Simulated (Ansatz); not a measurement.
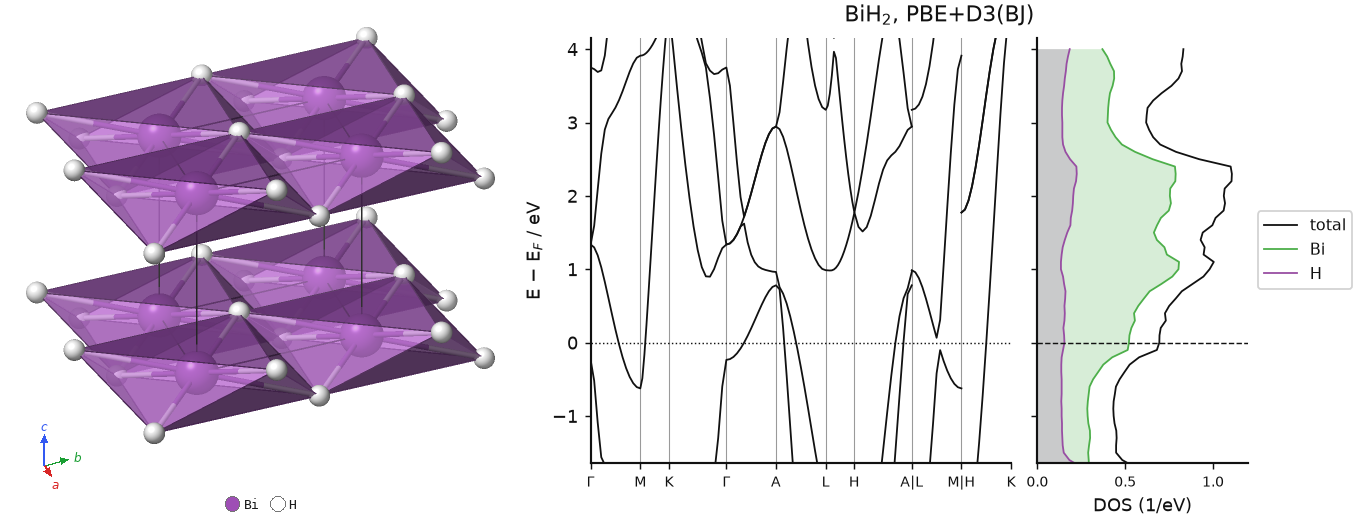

Band structure and density of states, beside the structure. Energies are counted from the Fermi level. The partial curves are projected on Löwdin-orthogonalised atomic shells.

Structure: BiH$_{2}$, space group P-3m1 (No. 164), 3 atoms in the cell; a = 3.82 Å, b = 3.82 Å, c = 3.31 Å, α = 90.00°, β = 90.00°, γ = 120.00°.

Computed with Ansatz 0.2.0: DFT PBE+D3(BJ), scalar-relativistic, plane waves, PAW, no spin polarisation, 15×15×14 k mesh, 420 eV cutoff, Gaussian smearing of 0.1 eV.

> Metal, semiconductor or insulator?

A metal: 2 bands cross the Fermi level along this path.

> Which states dominate at the Fermi level?

By projected weight, the states within 0.3 eV of the Fermi level are Bi (75 %) and H (25 %).

> What is the density of states at the Fermi level?

The density of states at the Fermi level is about 0.67 per eV and cell (mean within 0.25 eV), or 0.22 per atom.

> Which levels at Γ lie nearest to the Fermi level?

At Γ the nearest levels lie 0.23 eV below and 1.34 eV above the Fermi level.

The structure is an invented one, so it need not be a known or stable phase. Spin-orbit coupling is left out, which matters for Bi.
